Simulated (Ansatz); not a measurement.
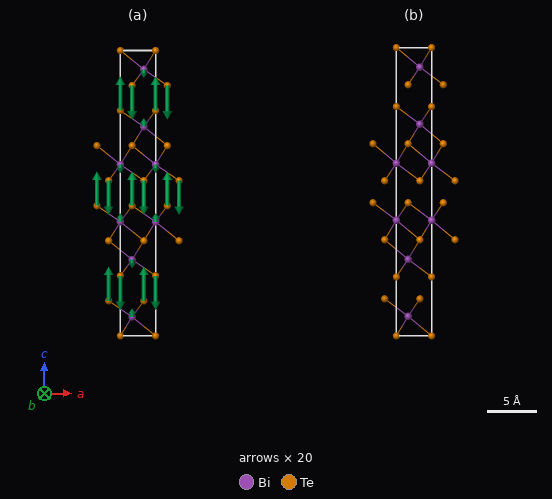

The structure of solid Bi₂Te₃ (set up in R-3m) before (left) and after (right) a relaxation, at one scale. The green arrows give the displacements (the part carried along by the change of the cell is left out), magnified 20 times.

The picture is a ball-and-stick view of the conventional cell (3 times the calculation's cell), seen along the b axis. Lengths and directions refer to the drawn axes.

Case: relaxed at 8 GPa.

Level of theory: DFT r2SCAN, scalar-relativistic, plane waves, PAW (Ansatz). (plane-wave cutoff 500 eV; k-point mesh 12 × 12 × 12; occupations gaussian; smearing width 0.02 eV; target pressure 8 GPa; no spin polarisation; cell and atoms relaxed; force threshold 0.008 eV/Å; at most 50 steps)

What changed between the two?

Answer. The run was cut off at its time limit before the relaxation converged, so the last structure is only a point on the way. The energy falls by 56.1 meV per cell of the calculation in 0 accepted moves (1 points after the start). With the target pressure of 8 GPa, the enthalpy E + pV changes by +11.4 meV per cell of the calculation. The largest force component goes from 0.62 to 0.64 eV/Å. Pressure: 9.00 GPa at the start and 5.89 GPa at the end. The line search rejected the trial step at point 1 of the run. The largest moves relative to the cell, 0.18 Å, are those of Te atoms. Largest moves by element: Te 0.18 Å, Bi 0.04 Å. Cell: a = b 4.226 → 4.223 Å (−0.1 %), c 29.659 → 29.961 Å (+1.0 %). Volume +0.9 %. Near-neighbour distances that change, for instance: Bi–Te 2.958 → 3.045 Å, Bi–Te 3.133 → 3.173 Å. Among the angles between lasting bonds that change: Bi–Te–Bi 91.2° → 87.8°, Te–Bi–Te 91.2° → 87.8°, Te–Bi–Te 91.9° → 94.3°. The space group stays R-3m (No. 166). Cost: 13 min on 1 thread of Arm Neoverse N1, on a shared host, peak memory 1.5 GiB.
